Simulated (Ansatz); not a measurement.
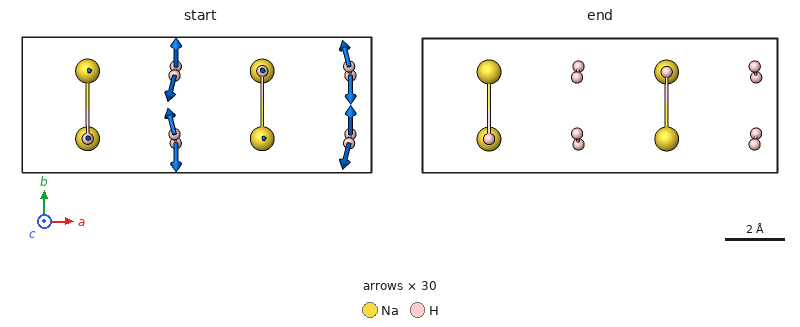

The structure of crystalline NaH3 (a generated structure, set up in Cc) before (left) and after (right) a relaxation, at one scale. The blue arrows give the displacements (the part carried along by the change of the cell is left out), 30 times their true length.

The picture is a ball-and-stick view of the conventional cell (2 times the calculation's cell), seen along the c axis. Lengths and directions refer to the drawn axes.

Method: DFT PBE, scalar-relativistic, plane waves, PAW (Ansatz 0.2.0). Set-up: plane-wave cutoff 420 eV; k-point mesh 6 × 6 × 6; occupations gaussian; smearing width 0.02 eV; no spin polarisation; cell relaxed at fixed volume; force threshold 0.01 eV/Å; at most 30 steps.

**Summarise the run.**

The run was cut off at its time limit before the relaxation converged, so the last structure is only a point on the way. The energy falls by 4.7 meV per cell of the calculation in 7 geometry steps. Largest force component: 0.18 eV/Å at the start, 0.019 eV/Å at the end. The pressure goes from −0.44 to −0.08 GPa. The largest moves relative to the cell, 0.039 Å, are those of H atoms. By element the largest moves are H 0.039 Å, Na 0.006 Å. The drawn cell changes at constant volume: a 12.702 → 12.878 Å (+1.4 %), b 4.633 → 4.590 Å (−0.9 %), c 4.607 → 4.568 Å (−0.8 %), β 109.8° → 109.2°. Among the contacts that change: Na–Na 3.267 → 3.240 Å, H–Na 2.319 → 2.295 Å, H–Na 2.306 → 2.284 Å, H–H 0.760 → 0.753 Å. The space group (tolerance 0.01 Å) goes from Cc (No. 9) to C2/c (No. 15). Cost: 110 s on 1 thread of Intel(R) Xeon(R) Platinum 8259CL CPU @ 2.50GHz (Skylake/Cascade Lake) (shared host), peak memory 0.51 GiB.
